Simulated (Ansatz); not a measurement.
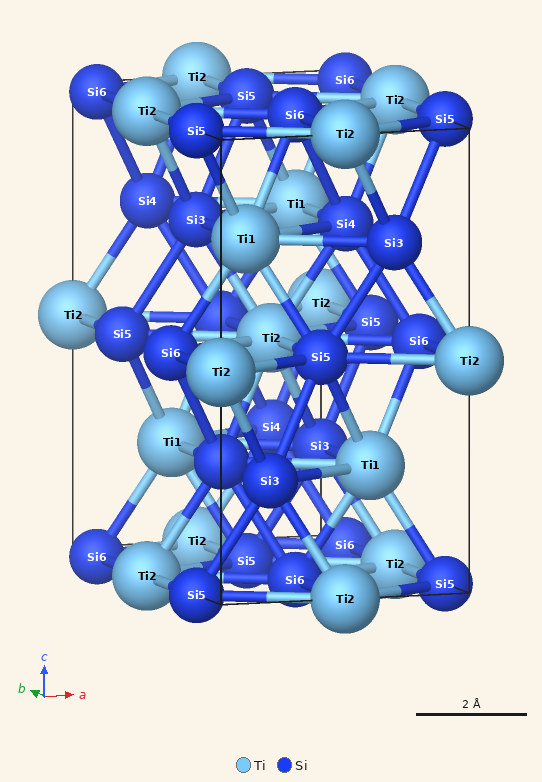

*The input geometry (ball-and-stick view of the cell 4 times as large as that of the calculation, set on its symmetry axes, seen slightly off an axis; atoms are numbered from 1 in the order of the input). An atom can appear more than once, as a periodic image.*

# Geometry relaxation of TiSi2

The run: geometry relaxation of TiSi2 (6 atoms in the cell). Method and program: DFT PBEsol, scalar-relativistic, plane waves, PAW, no spin polarisation (Ansatz 0.2.0).

The structure derives from an entry of the Crystallography Open Database. It belongs to a series of runs on one base structure; here: relaxed at -3 GPa. Figures and captions count atoms from 1; the log counts them from 0 in places.

### Input
```yaml
crystal:
  lattice:
    - [0.0, 4.1298016412, 4.2882739869]
    - [2.4034237904, 0.0, 4.2882739869]
    - [2.4034237904, 4.1298016412, 0.0]
  atoms:
    - { symbol: Ti, position: [0.75, 0.75, 0.75] }
    - { symbol: Ti, position: [0.5, 0.5, 0.5] }
    - { symbol: Si, position: [0.0861670623, 0.4138329377, 0.0861670623] }
    - { symbol: Si, position: [0.4138329377, 0.0861670623, 0.4138329377] }
    - { symbol: Si, position: [0.1638329377, 0.8361670623, 0.1638329377] }
    - { symbol: Si, position: [0.8361670623, 0.1638329377, 0.8361670623] }
basis:
  ecutwfc: 420
kpoints:
  mp_grid: { grid: [10, 10, 10] }
hamiltonian:
  xc: pbesol
scf:
  occupations: { method: gaussian, width: 0.1 }
output:
  forces: true
  stress: true
  eigenvalues: true
  write_density: true
  write_potential: true
  elf: true
  volumetric_format: npy
relax:
  adjacent_minimum: "off"
  f_tol: 0.008
  max_steps: 50
  cell: { stress_tol: 0.08, p_target: -3.0 }
```

Machine: 1 thread of Intel Xeon (Sapphire Rapids), 32 GiB of memory available, shared host.

Run as:
```bash
ansatz run input.yaml --threads 1 --pin off --max-ram 2560MiB --backend cpu --events-out ev --progress --plain --runs-dir out
```

### The program's output
```
Engine: ansatz 0.2.0, x86_64-unknown-linux-gnu
Pseudopotentials: kind: paw
Pseudopotential: Ti, paw, valence charge 12, recommended cutoff 420 eV (normal), Ti.paw.azcp
Pseudopotential: Si, paw, valence charge 4, recommended cutoff 420 eV (normal), Si.paw.azcp
Functional definition: PBEsol
  exchange = pbesol_x
  correlation = pbesol_c
Crystal: 6 atoms, lattice volume = 85.128 Å³
Basis set: ecut = 420 eV, 1627 PW (Γ), exchange–correlation on 80×72×64 points (8 copies of the dense FFT grid, shifted against one another)
Bands: 26, of which v1, the nominal top of the filled ones, is band 20 counted from 1 (19 counted from 0)
Symmetry: 8 space group operations
Space group: Fddd (ITA 70), of the structure as read, at distance tolerance 4.4e-5 Å
k-points: 171 of 1000
Non-local potential: Ti, projectors of the file, l = 0: 3, l = 1: 2, l = 2: 3, l = 3: 1
Non-local potential: Si, projectors of the file, l = 0: 2, l = 1: 2, l = 2: 2
PAW form: soft (Blöchl's): semilocal exchange-correlation on the pseudo side does not see the compensation charge
PAW frozen core: Ti, regenerated for the run's functional, and the local potential with it (the file was generated under x = pbe(κ = 0.804, μ = 0.2195149727645171), c = pbe(β = 0.06672455060314922))
PAW frozen core: Si, regenerated for the run's functional, and the local potential with it (the file was generated under x = pbe(κ = 0.804, μ = 0.2195149727645171), c = pbe(β = 0.06672455060314922))
PAW one-centre angular grid: Ti, 590 points (default); XC on 64 Gauss nodes
PAW one-centre angular grid: Si, 110 points (default); XC on 64 Gauss nodes
Initial density: superposition of atomic densities (neutral atoms: chi_scale 0, normalization atom), corrected by the library's trained network
Initial wavefunctions: pseudopotential atomic-orbital guess
Functional: x = pbesol(κ = 0.804, μ = 0.12345679012345678), c = pbesol(β = 0.046)
SCF iter   1: F=—  HF=-7437.769606 eV  |F-HF|=—  |Δ(HF+E_count)|=         —  Δρ=3.97e-3  dr2=1.95e-2  ethr=1.77e-3  ⟨swp⟩=6.1  Hψ=22100  notcnv=0
preconditioner: auto → Kerker (q_TF=auto, 2.406 Å⁻¹)  [metal: Δε(μ)=0.009 eV  Ē_g=6.307 eV  σ=0.100 eV  W_gap=0.05  n_scr=16 (ndim 8)  ℏωp=19.7 eV  f_vac=0.000  D(μ)=2.18/eV (n_scr^D=16)]
SCF iter   2: F=—  HF=-7437.766381 eV  |F-HF|=—  |Δ(HF+E_count)|=   3.22e-3  Δρ=2.35e-3  dr2=6.60e-3  ethr=4.87e-5  ⟨swp⟩=1.0  Hψ=5814  notcnv=0
SCF iter   3: F=—  HF=-7437.764840 eV  |F-HF|=—  |Δ(HF+E_count)|=   1.54e-3  Δρ=2.32e-4  dr2=5.85e-5  ethr=1.65e-5  ⟨swp⟩=2.0  Hψ=5977  notcnv=0
SCF iter   4: F=—  HF=-7437.764824 eV  |F-HF|=—  |Δ(HF+E_count)|=   1.56e-5  Δρ=9.12e-5  dr2=7.85e-6  ethr=1.46e-7  ⟨swp⟩=2.0  Hψ=6308  notcnv=0
SCF iter   5: F=—  HF=-7437.764823 eV  |F-HF|=—  |Δ(HF+E_count)|=   1.39e-6  Δρ=2.21e-5  dr2=2.59e-7  ethr=1.96e-8  ⟨swp⟩=2.9  Hψ=7591  notcnv=0
SCF iter   6: F=-7437.764823 eV  HF=-7437.764823 eV  |F-HF|=7.84e-9  |Δ(HF+E_count)|=   1.51e-8  Δρ=3.48e-6  dr2=1.18e-8  ethr=2.50e-10  ⟨swp⟩=11.4  Hψ=27958  notcnv=0
SCF 1 converged in 6 iterations: F = -7437.764823 eV  dr2 = 1.18e-8
  greatest PAW one-centre occupation: 0.999 electrons in one spin orbital (limit 2), on the Ti atom at site 1 (counted from 0), in its partial waves of l = 0
relax step   1: F+E_penalty+E_count = -7437.76482292 eV  Δ(F+E_penalty+E_count) = +0.000e0 eV  max|allowed force component| = 1.010e-2 eV/Å  Δτ_max = 0.0000 Å  P = -4.119 GPa  Ω = 85.128 Å³  (6 SCF iters, dr2 threshold 1.00e-7 eV, accepted)
Crystal: 6 atoms, lattice volume = 84.495 Å³
Initial density: handed on by an earlier stage of this run
Initial wavefunctions: those handed on with the density
iter 1 solved again at ethr=1.10e-6 eV; its pass at ethr=3.10e-3 eV (dr2=4.41e-4 eV) is discarded
SCF iter   1: F=—  HF=-7437.779708 eV  |F-HF|=—  |Δ(HF+E_count)|=         —  Δρ=5.74e-4  dr2=4.17e-4  ethr=1.10e-6  ⟨swp⟩=2.0  Hψ=23045  notcnv=0
preconditioner: auto → Kerker (q_TF=auto, 2.409 Å⁻¹)  [metal: Δε(μ)=0.005 eV  Ē_g=6.354 eV  σ=0.100 eV  W_gap=0.03  n_scr=16 (ndim 8)  ℏωp=19.8 eV  f_vac=0.000  D(μ)=2.17/eV (n_scr^D=16)]
SCF iter   2: F=—  HF=-7437.779626 eV  |F-HF|=—  |Δ(HF+E_count)|=   8.19e-5  Δρ=3.14e-4  dr2=1.24e-4  ethr=1.04e-6  ⟨swp⟩=1.0  Hψ=4449  notcnv=0
SCF iter   3: F=—  HF=-7437.779583 eV  |F-HF|=—  |Δ(HF+E_count)|=   4.27e-5  Δρ=6.28e-5  dr2=5.41e-6  ethr=3.09e-7  ⟨swp⟩=2.4  Hψ=6531  notcnv=0
iter 4 did not close the SCF: its close was put off for the readings that it lacked (scf_convergence_deferred on its scf_iter line)
SCF iter   4: F=-7437.779582 eV  HF=-7437.779582 eV  |F-HF|=8.06e-8  |Δ(HF+E_count)|=   1.28e-6  Δρ=1.58e-5  dr2=1.82e-7  ethr=1.35e-8  ⟨swp⟩=2.2  Hψ=6007  notcnv=0
iter 5 did not close the SCF: its close was put off for the readings that it lacked (scf_convergence_deferred on its scf_iter line)
SCF iter   5: F=-7437.779582 eV  HF=-7437.779582 eV  |F-HF|=5.82e-9  |Δ(HF+E_count)|=   1.32e-8  Δρ=3.88e-6  dr2=1.15e-8  ethr=4.55e-10  ⟨swp⟩=2.6  Hψ=6885  notcnv=0
SCF iter   6: F=-7437.779582 eV  HF=-7437.779582 eV  |F-HF|=2.96e-10  |Δ(HF+E_count)|=   2.02e-9  Δρ=6.59e-7  dr2=4.72e-10  ethr=2.88e-11  ⟨swp⟩=4.8  Hψ=22543  notcnv=0
SCF 2 converged in 6 iterations: F = -7437.779582 eV  dr2 = 4.72e-10
relax step   2: F+E_penalty+E_count = -7437.77958211 eV  Δ(F+E_penalty+E_count) = -1.476e-2 eV  max|allowed force component| = 1.599e-3 eV/Å  Δτ_max = 0.0006 Å  P = -3.003 GPa  Ω = 84.495 Å³  energy of the carried Pulay correction = +1.190e-4 eV  (6 SCF iters, dr2 threshold 6.00e-7 eV, accepted)
Initial wavefunctions: pseudopotential atomic-orbital guess (no wavefunctions were taken with the density)
iter 1 solved again at ethr=5.29e-8 eV; its pass at ethr=3.10e-3 eV (dr2=2.11e-5 eV) is discarded
SCF iter   1: F=—  HF=-7437.779476 eV  |F-HF|=—  |Δ(HF+E_count)|=         —  Δρ=5.32e-6  dr2=3.70e-9  ethr=5.29e-8  ⟨swp⟩=3.0  Hψ=32466  notcnv=0
eigensolver tolerance schedule: the retry pair's looser diagonalisation over-reported the residual by 5717.72 of it (diagonalisation noise at 0.11 of the residual, at the tolerance the schedule requests for it); recorded, not acted on — ethr = c·dr2/N_el stays at c = 1.0e-1
preconditioner: auto → Kerker (q_TF=auto, 2.409 Å⁻¹)  [metal: Δε(μ)=0.006 eV  Ē_g=6.356 eV  σ=0.100 eV  W_gap=0.03  n_scr=16 (ndim 8)  ℏωp=19.8 eV  f_vac=0.000  D(μ)=2.17/eV (n_scr^D=16)]
SCF iter   2: F=—  HF=-7437.779475 eV  |F-HF|=—  |Δ(HF+E_count)|=   1.30e-6  Δρ=2.76e-6  dr2=9.69e-10  ethr=9.24e-12  ⟨swp⟩=2.6  Hψ=8161  notcnv=0
iter 3 did not close the SCF: its close was put off for the readings that it lacked (scf_convergence_deferred on its scf_iter line)
SCF iter   3: F=-7437.779475 eV  HF=-7437.779475 eV  |F-HF|=3.64e-12  |Δ(HF+E_count)|=   1.73e-9  Δρ=1.62e-7  dr2=1.12e-11  ethr=2.42e-12  ⟨swp⟩=2.0  Hψ=6497  notcnv=0
iter 4 did not close the SCF: its close was put off for the readings that it lacked (scf_convergence_deferred on its scf_iter line)
SCF iter   4: F=-7437.779475 eV  HF=-7437.779475 eV  |F-HF|=0.00e0  |Δ(HF+E_count)|=    0.00e0  Δρ=4.64e-8  dr2=1.66e-12  ethr=1.00e-12  ⟨swp⟩=1.0  Hψ=4446  notcnv=0
iter 5 did not close the SCF: its close was put off for the readings that it lacked (scf_convergence_deferred on its scf_iter line)
SCF iter   5: F=-7437.779475 eV  HF=-7437.779475 eV  |F-HF|=3.64e-12  |Δ(HF+E_count)|=  1.82e-12  Δρ=1.38e-8  dr2=1.97e-13  ethr=1.00e-12  ⟨swp⟩=1.0  Hψ=4446  notcnv=0
iter 6 did not close the SCF: its close was put off for the readings that it lacked (scf_convergence_deferred on its scf_iter line)
SCF iter   6: F=-7437.779475 eV  HF=-7437.779475 eV  |F-HF|=1.82e-12  |Δ(HF+E_count)|=  1.82e-12  Δρ=3.06e-9  dr2=9.42e-15  ethr=1.00e-12  ⟨swp⟩=1.0  Hψ=4446  notcnv=0
SCF iter   7: F=-7437.779475 eV  HF=-7437.779475 eV  |F-HF|=9.09e-13  |Δ(HF+E_count)|=  2.73e-12  Δρ=1.04e-9  dr2=1.35e-15  ethr=1.00e-12  ⟨swp⟩=2.0  Hψ=11739  notcnv=0
SCF 3 converged in 7 iterations: F = -7437.779475 eV  dr2 = 1.35e-15
relax step   3: F+E_penalty+E_count = -7437.77947476 eV  Δ(F+E_penalty+E_count) = +1.073e-4 eV  max|allowed force component| = 1.610e-3 eV/Å  Δτ_max = 0.0000 Å  P = -3.005 GPa  Ω = 84.495 Å³  stress off target by 4.36e-2 GPa  SCF on the basis re-selected at this cell (its energy is not comparable with the rows above)  (7 SCF iters)
```

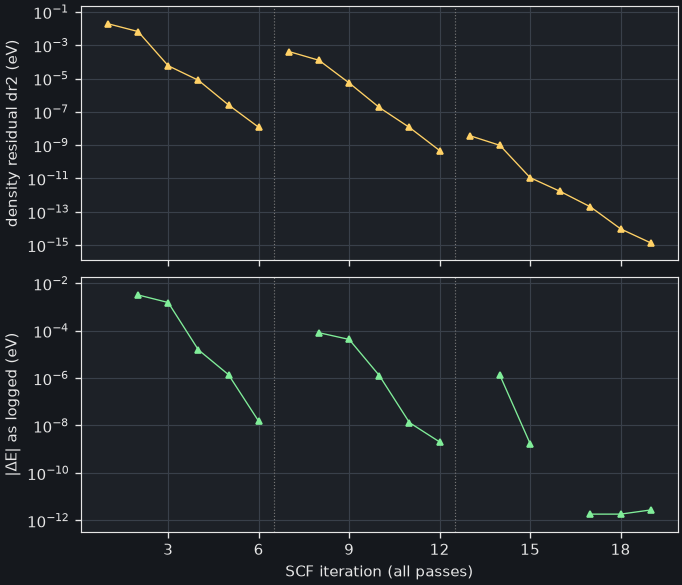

*Convergence of the self-consistent field: density residual dr2 and size of the energy change against the SCF iteration. The dotted lines part the SCF passes of the relaxation: geometry steps, rejected trials and re-solves on a re-selected basis.*

The passes take 6, 6 and 7 iterations.

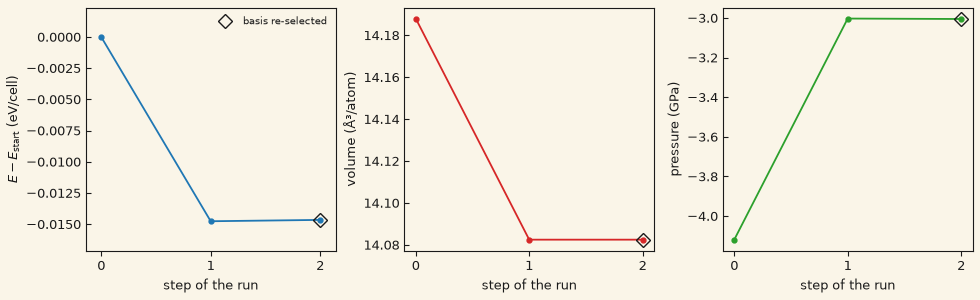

*Progress of the relaxation, step by step (the first geometry is step 0 here and step 1 in the log).*

No atom moves by more than 0.005 Å relative to the cell. After 1 geometry step the energy has fallen by 14.8 meV per cell of the calculation. Largest force component: 0.01 eV/Å at the start, 0.0016 eV/Å at the end. Pressure: −4.12 GPa at the start and −3.00 GPa at the end. A last SCF at the same geometry on a re-selected plane-wave basis shifts the energy by +0.1 meV per cell of the calculation.

```
basis re-selected at this cell: Δ(F+E_penalty+E_count) = +1.073e-4 eV, ΔP = -0.002 GPa vs the last step (what re-selecting the basis moved, of the pressure what is left beyond the Pulay correction that the steps carried, after the strain that the cell walked since its last selection, with what the two solves' SCF thresholds leave and, on support functions, any second-order correction that the steps lacked; it is no measure of the basis error at this ecutwfc). This SCF's stress stands 4.36e-2 GPa from its target on what of the cell is left free (relax.cell.stress_tol is 8.00e-2 GPa) and its largest allowed force component is 1.61e-3 eV/Å (relax.f_tol is 8.00e-3 eV/Å): within both
SCF converged after 7 iterations
Free energy (F): -7437.779475 eV
Harris-Foulkes:  -7437.779475 eV  (|F-HF|=9.09e-13)
Internal energy: -7437.768632 eV  (E = F + TS)
E sigma→0 (E₀):  -7437.774053 eV
Entropy (-TS):   -0.010843 eV (-1.807 meV/atom)
Fermi energy:    12.438168 eV
--- Per-component energies (eV) ---
  E_band       = -218.504241
  E_kinetic    = 718.373652
  E_local      = -2035.979813  (includes V_loc(G=0)·N_el)
  E_nonlocal   = 119.704641
  E_hartree    = 885.686937
  E_xc         = -420.184003
  E_vxc        = -440.963948  (∫ρ·V_xc dr)
  E_paw        = -4040.446131  (= ΣΔE_a)
  E_vpaw       = -351.012883  (= ΣTr[D̂ρ^β])
  E_aug_tail   = 0.000238  (compensation charges beyond the density's cutoff)
  E_ewald      = -2665.329163
  E_core_change = 0.405011  (= ΣΔE_core)
  E_smearing   = -0.010843  (= −TS)
  E_closure    = -0.000000  (closes the sum)
  Σ components = -7437.779475   (vs F -7437.779475, Δ=0.00e0)
--- Forces (eV/Å), atoms counted from 1 ---
  atom   1  Ti    -0.00000000     0.00000000     0.00000000
  atom   2  Ti     0.00000000     0.00000000     0.00000000
  atom   3  Si     0.00000000     0.00161027     0.00000000
  atom   4  Si     0.00000000    -0.00161027    -0.00000000
  atom   5  Si     0.00000000    -0.00161027     0.00000000
  atom   6  Si     0.00000000     0.00161027    -0.00000000
  max |Σ_I F_I| component: 1.39e-17 eV/Å
--- Stress (GPa, compression-positive) ---
       -2.956422       0.000000       0.000000
        0.000000      -3.041910       0.000000
        0.000000       0.000000      -3.016668
  P = ⅓ Tr σ = -3.0050 GPa (-30.050 kbar)
--- Band table (eV; the first three rows and the last of 171) ---
  k-point 0: bands = ["-43.5686", "-43.5401", "-20.0614", "-20.0480", "-19.9719", "-19.9568", "-19.9352", "-19.9351", "-0.0881", "5.7418", "6.7259", "7.0921", "7.4868", "8.6850", "8.6937", "9.9271", "10.1917", "10.4178", "10.6822", "11.0585", "11.5182", "14.4876", "15.5491", "15.7491", "15.8282", "15.8739"]
  k-point 1: bands = ["-43.5681", "-43.5406", "-20.0610", "-20.0476", "-19.9744", "-19.9568", "-19.9357", "-19.9343", "0.0170", "5.6031", "6.2504", "6.9844", "7.7697", "8.6629", "8.9213", "9.8793", "10.1118", "10.3773", "11.0640", "11.1012", "11.4961", "14.3856", "15.4941", "15.5542", "15.7919", "15.8699"]
  k-point 2: bands = ["-43.5665", "-43.5421", "-20.0613", "-20.0451", "-19.9817", "-19.9565", "-19.9368", "-19.9323", "0.3261", "5.2687", "5.4360", "6.8887", "7.7772", "8.5798", "9.4281", "9.5326", "10.5220", "10.6522", "11.2682", "11.3110", "11.7477", "14.0885", "15.2008", "15.2881", "15.4584", "15.5492"]
  k-point 170: bands = ["-43.5542", "-43.5542", "-20.0231", "-20.0231", "-20.0030", "-20.0030", "-19.9335", "-19.9335", "1.8364", "1.8364", "7.5103", "7.5103", "7.5463", "7.5463", "9.5043", "9.5043", "10.8788", "10.8788", "11.4598", "11.4598", "13.2082", "13.2082", "15.6558", "15.6558", "15.8729", "15.8729"]
--- Relaxed structure (2 steps of the walk, 2 accepted, 1 SCFs on fresh bases) ---
  F+E_penalty+E_count = -7437.77947476 eV   max|allowed force component| = 1.610e-3 eV/Å   (the final SCF, on the basis selected at the relaxed cell)
  cell:  # Å, volume = 84.4950 Å³
    - [0.0, 4.125558357160124, 4.270930277552862]
    - [2.397704348729141, 0.0, 4.270930277552862]
    - [2.397704348729141, 4.125558357160124, 0.0]
  atoms:
    - { symbol: Ti, position: [0.75, 0.75, 0.75] }
    - { symbol: Ti, position: [0.5, 0.5, 0.5] }
    - { symbol: Si, position: [0.08623397146714884, 0.41376602853285116, 0.08623397146714884] }
    - { symbol: Si, position: [0.4137660285328512, 0.08623397146714878, 0.41376602853285127] }
    - { symbol: Si, position: [0.16376602853285116, 0.8362339714671488, 0.16376602853285116] }
    - { symbol: Si, position: [0.8362339714671488, 0.16376602853285116, 0.836233971467149] }
```

### Trajectory as extended XYZ (Å, eV, eV/Å), 3 frames, from step=1 to step=3
```
6
Lattice="0.0000 4.1298 4.2883 2.4034 0.0000 4.2883 2.4034 4.1298 0.0000" Properties=species:S:1:pos:R:3:forces:R:3 step=1 energy=-7437.76482 pressure_GPa=-4.12
Ti    3.6051    6.1947    6.4324    0.0000   0.0000   0.0000
Ti    2.4034    4.1298    4.2883    0.0000   0.0000   0.0000
Si    1.2017    0.7117    2.1441    0.0000   0.0101   0.0000
Si    1.2017    3.4181    2.1441    0.0000  -0.0101   0.0000
Si    2.4034    1.3532    4.2883    0.0000  -0.0101   0.0000
Si    2.4034    6.9064    4.2883    0.0000   0.0101   0.0000
6
Lattice="0.0000 4.1256 4.2709 2.3977 0.0000 4.2709 2.3977 4.1256 0.0000" Properties=species:S:1:pos:R:3:forces:R:3 step=2 energy=-7437.77958 pressure_GPa=-3.00
Ti    3.5966    6.1883    6.4064    0.0000   0.0000   0.0000
Ti    2.3977    4.1256    4.2709    0.0000   0.0000   0.0000
Si    1.1989    0.7115    2.1355    0.0000   0.0016   0.0000
Si    1.1989    3.4140    2.1355    0.0000  -0.0016   0.0000
Si    2.3977    1.3513    4.2709    0.0000  -0.0016   0.0000
Si    2.3977    6.8999    4.2709    0.0000   0.0016   0.0000
6
Lattice="0.0000 4.1256 4.2709 2.3977 0.0000 4.2709 2.3977 4.1256 0.0000" Properties=species:S:1:pos:R:3:forces:R:3 step=3 energy=-7437.77948 pressure_GPa=-3.00
Ti    3.5966    6.1883    6.4064    0.0000   0.0000   0.0000
Ti    2.3977    4.1256    4.2709    0.0000   0.0000   0.0000
Si    1.1989    0.7115    2.1355    0.0000   0.0016   0.0000
Si    1.1989    3.4140    2.1355    0.0000  -0.0016   0.0000
Si    2.3977    1.3513    4.2709    0.0000  -0.0016   0.0000
Si    2.3977    6.8999    4.2709    0.0000   0.0016   0.0000
```

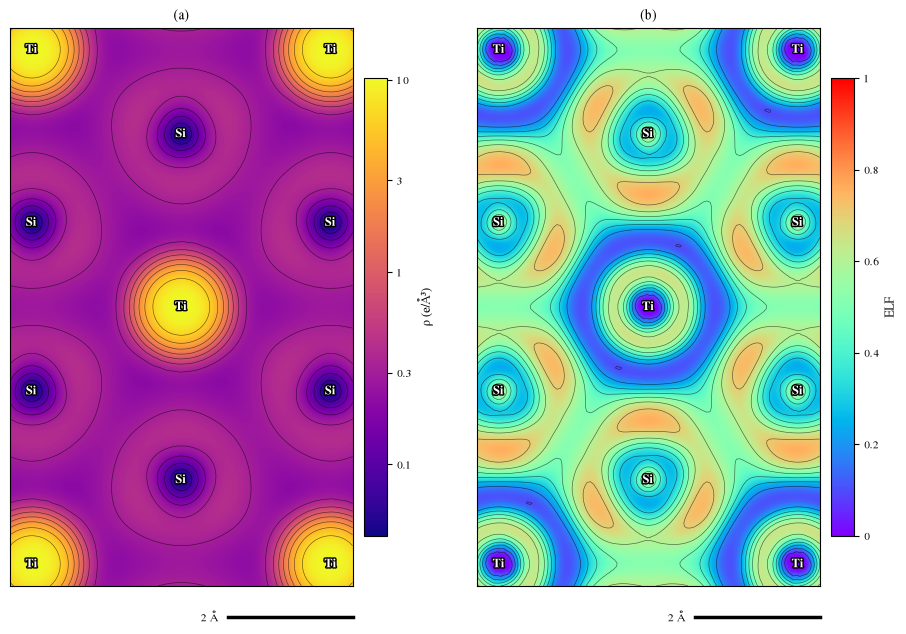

*(a) valence electron density; (b) electron localisation function on the (001) plane of the conventional cell.*

Ti–Si (2.75 Å): the density is about 0.26 e/Å³ at the midpoint; the ELF is about 0.40 at the midpoint. Away from the nuclei the density in this plane falls to 0.21 e/Å³ at its lowest. The strong features right at Ti lie inside the PAW spheres (semicore, d or f shells) and say nothing about bonding. The fields are those of the smooth PAW valence density.

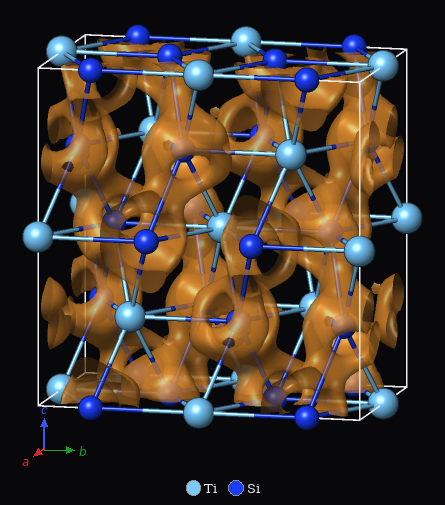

*Isosurface of the ELF at 0.65 (orange), seen slightly off an axis. Only the valence region is drawn (cores and ρ < 0.01 e/Å³ removed). Sticks mark near contacts. The outline is the cell set on symmetry axes.*

Values along the shortest contacts: Si–Si (2.53 Å): the ELF peaks at about 0.75 between the atoms, which marks a covalent bond. Ti–Si (2.55 Å): the ELF is about 0.40 at the midpoint.

### Results in brief

```csv
quantity,value
outcome,converged
space group (tolerance 0.01 Å),Fddd (70)
electrons treated,40
free energy,−7437.7795 eV
Fermi energy,12.438 eV
gap on the k-point mesh,none (metallic)
pressure,−3.01 GPa
final volume,84.49 Å³
largest force (length of the vector) at the end,0.002 eV/Å
final cell,"a = 5.938 Å, b = 4.898 Å, c = 4.772 Å, α = 75.76°, β = 53.08°, γ = 51.16°"
wall time,59 s
peak memory,0.66 GiB
```
